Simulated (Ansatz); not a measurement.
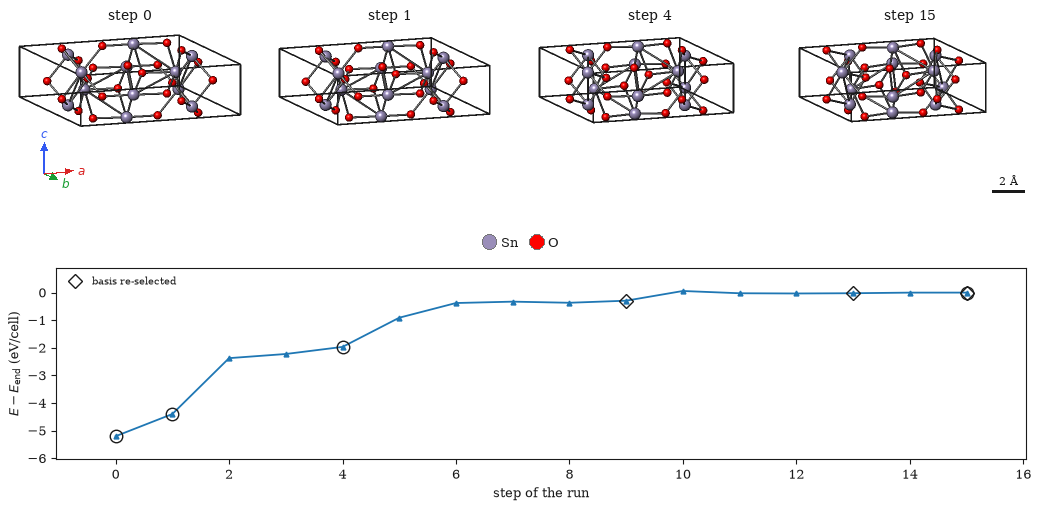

Frames of a relaxation of solid SnO2 (set up in I4/m), marked on the history of the run. Style: ball-and-stick. Shown: the conventional cell (2 times the calculation's cell), from a free direction. Lengths and directions refer to the drawn axes.

The run lets cell and atoms move.

These are results of Kohn-Sham DFT of a periodic cell, PBEsol, Ansatz PAW (Ansatz 0.2.0), not measurements.

Input file:
```yaml
crystal:
  lattice:
    - [-5.37331, 5.37331, 1.616233]
    - [5.37331, -5.37331, 1.616233]
    - [5.37331, 5.37331, -1.616233]
  atoms:
    - { symbol: Sn, position: [0.3510765, 0.8310675, 0.182144] }
    - { symbol: Sn, position: [0.8310675, 0.6489235, 0.479991] }
    - { symbol: Sn, position: [0.1689325, 0.3510765, 0.520009] }
    - { symbol: Sn, position: [0.6489235, 0.1689325, 0.817856] }
    - { symbol: O, position: [0.2056015, 0.1549285, 0.36053] }
    - { symbol: O, position: [0.8450715, 0.2056015, 0.050673] }
    - { symbol: O, position: [0.7943985, 0.8450715, 0.63947] }
    - { symbol: O, position: [0.1549285, 0.7943985, 0.949327] }
    - { symbol: O, position: [0.1610445, 0.5429605, 0.704005] }
    - { symbol: O, position: [0.5429605, 0.8389555, 0.381916] }
    - { symbol: O, position: [0.4570395, 0.1610445, 0.618084] }
    - { symbol: O, position: [0.8389555, 0.4570395, 0.295995] }
hamiltonian:
  xc: pbesol
  pseudopotentials: { kind: paw }
kpoints:
  mp_grid: { grid: [7, 7, 7] }
scf:
  occupations: { method: fermi_dirac, width: 0.05 }
output:
  forces: true
  stress: true
  eigenvalues: true
relax:
  f_tol: 0.01
  max_steps: 40
  cell: { stress_tol: 0.05, p_target: 30.0 }
```

Command:
```bash
ansatz run input.yaml --threads 4 --pin off --max-ram 11264MiB --backend cpu --events-out ev --progress --plain --runs-dir out
```

Q: What happens along the run?

A: The largest moves relative to the cell, 0.62 Å, are those of Sn atoms. Largest moves by element: Sn 0.62 Å, O 0.58 Å. Cell: a = b 10.747 → 9.066 Å (−15.6 %), c 3.232 → 3.133 Å (−3.1 %). Volume −31.0 %. Some distances before and after: Sn–Sn 3.220 → 3.048 Å, O–Sn 2.144 → 2.276 Å, O–Sn 2.064 → 1.935 Å, O–Sn 2.112 → 2.016 Å. Among the angles between lasting bonds that change: Sn–O–Sn 98.5° → 89.9°, Sn–O–Sn 130.0° → 127.9°, Sn–O–Sn 99.8° → 102.0°. The space group stays I4/m (No. 87). After 12 accepted moves (15 points after the start) the energy has risen by 5.201 eV per cell of the calculation. With the target pressure of 30 GPa, the enthalpy E + pV changes by −5.639 eV per cell of the calculation. The largest force component goes from 0.42 to 0.00039 eV/Å. The pressure goes from −4.62 to 29.99 GPa. At 3 points the geometry stayed and the basis and grid were re-selected for the new cell (energy shift of 75.4 meV per cell of the calculation at most each time). From step 0 to 1: O atoms move most (0.05 Å), volume −13.4 %, energy +0.804 eV per cell of the calculation. From step 1 to 4: Sn and O atoms move most (0.40 Å), volume −13.1 %, energy +2.431 eV per cell of the calculation. From step 4 to 15: Sn atoms move most (0.24 Å), volume −8.3 %, energy +1.967 eV per cell of the calculation.

```json
{"step": "0", "E − E(0), meV/atom": "0.00", "largest force component, eV/Å": "0.4244", "pressure, GPa": "-4.62", "volume, Å³/atom": "15.555", "note": ""}
{"step": "1", "E − E(0), meV/atom": "66.99", "largest force component, eV/Å": "0.6101", "pressure, GPa": "19.24", "volume, Å³/atom": "13.464", "note": ""}
{"step": "2", "E − E(0), meV/atom": "235.63", "largest force component, eV/Å": "0.5942", "pressure, GPa": "34.54", "volume, Å³/atom": "12.192", "note": ""}
{"step": "3", "E − E(0), meV/atom": "248.17", "largest force component, eV/Å": "0.9876", "pressure, GPa": "30.72", "volume, Å³/atom": "11.939", "note": ""}
{"step": "4", "E − E(0), meV/atom": "269.55", "largest force component, eV/Å": "0.5273", "pressure, GPa": "24.58", "volume, Å³/atom": "11.699", "note": ""}
{"step": "5", "E − E(0), meV/atom": "357.68", "largest force component, eV/Å": "0.2903", "pressure, GPa": "26.06", "volume, Å³/atom": "11.134", "note": ""}
{"step": "6", "E − E(0), meV/atom": "401.99", "largest force component, eV/Å": "0.1242", "pressure, GPa": "30.65", "volume, Å³/atom": "10.869", "note": ""}
{"step": "7", "E − E(0), meV/atom": "406.15", "largest force component, eV/Å": "0.0579", "pressure, GPa": "29.83", "volume, Å³/atom": "10.845", "note": ""}
{"step": "8", "E − E(0), meV/atom": "402.75", "largest force component, eV/Å": "0.0076", "pressure, GPa": "29.99", "volume, Å³/atom": "10.863", "note": ""}
{"step": "9", "E − E(0), meV/atom": "409.04", "largest force component, eV/Å": "0.0086", "pressure, GPa": "29.12", "volume, Å³/atom": "10.863", "note": "same geometry, new basis"}
{"step": "10", "E − E(0), meV/atom": "438.31", "largest force component, eV/Å": "0.0512", "pressure, GPa": "30.40", "volume, Å³/atom": "10.699", "note": ""}
{"step": "11", "E − E(0), meV/atom": "431.46", "largest force component, eV/Å": "0.0103", "pressure, GPa": "30.00", "volume, Å³/atom": "10.737", "note": ""}
{"step": "12", "E − E(0), meV/atom": "430.78", "largest force component, eV/Å": "0.0038", "pressure, GPa": "30.02", "volume, Å³/atom": "10.740", "note": ""}
{"step": "13", "E − E(0), meV/atom": "431.56", "largest force component, eV/Å": "0.0042", "pressure, GPa": "29.94", "volume, Å³/atom": "10.740", "note": "same geometry, new basis"}
{"step": "14", "E − E(0), meV/atom": "433.38", "largest force component, eV/Å": "0.0003", "pressure, GPa": "29.99", "volume, Å³/atom": "10.730", "note": ""}
{"step": "15", "E − E(0), meV/atom": "433.45", "largest force component, eV/Å": "0.0004", "pressure, GPa": "29.99", "volume, Å³/atom": "10.730", "note": "same geometry, new basis"}
```
